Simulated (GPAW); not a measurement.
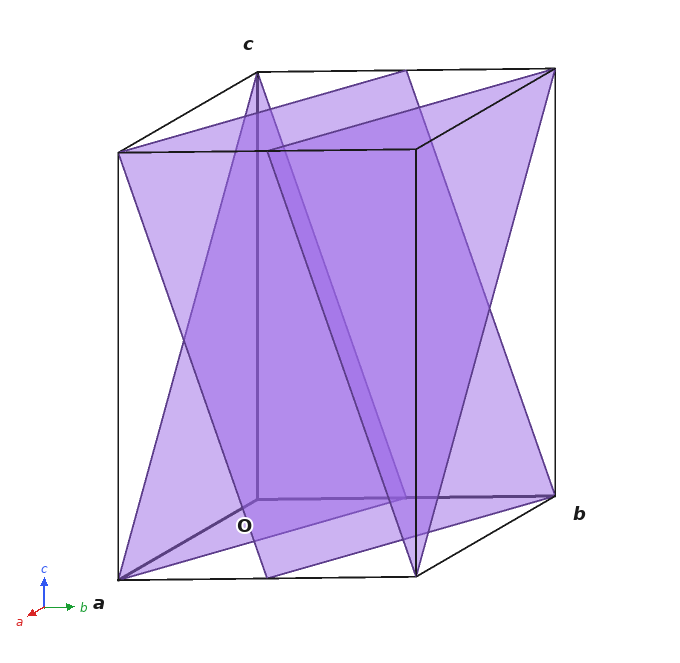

For MgO, a cell listed in the Materials Project, as set up for an electronic-structure calculation: every member of one family of equally spaced planes, hx + ky + lz = a whole number, that cuts the unit cell is shaded (one member passes through the origin O, touching the cell only at an edge or corner). The drawing is computed from the coordinates (standard cell, symmetry found to 0.002 Å).

a = 3.308 Å, b = 3.308 Å, c = 4.983 Å, α = 90.00°, β = 90.00°, γ = 120.00°.

Index the planes.

Answer. (1 2 1), in four indices (1 2 −3 1); the opposite sign names the same planes. The member next to the origin meets the axes a at 1, b at 1/2, c at 1.

What is the spacing?

Answer. d = 1.058 Å.

The space group is P6_3mc, No. 186. How many reflections hkl are equivalent to this one (itself included), and does it occur?

Answer. 24 reflections are equivalent in the Laue class 6/mmm. The space group allows the reflection.
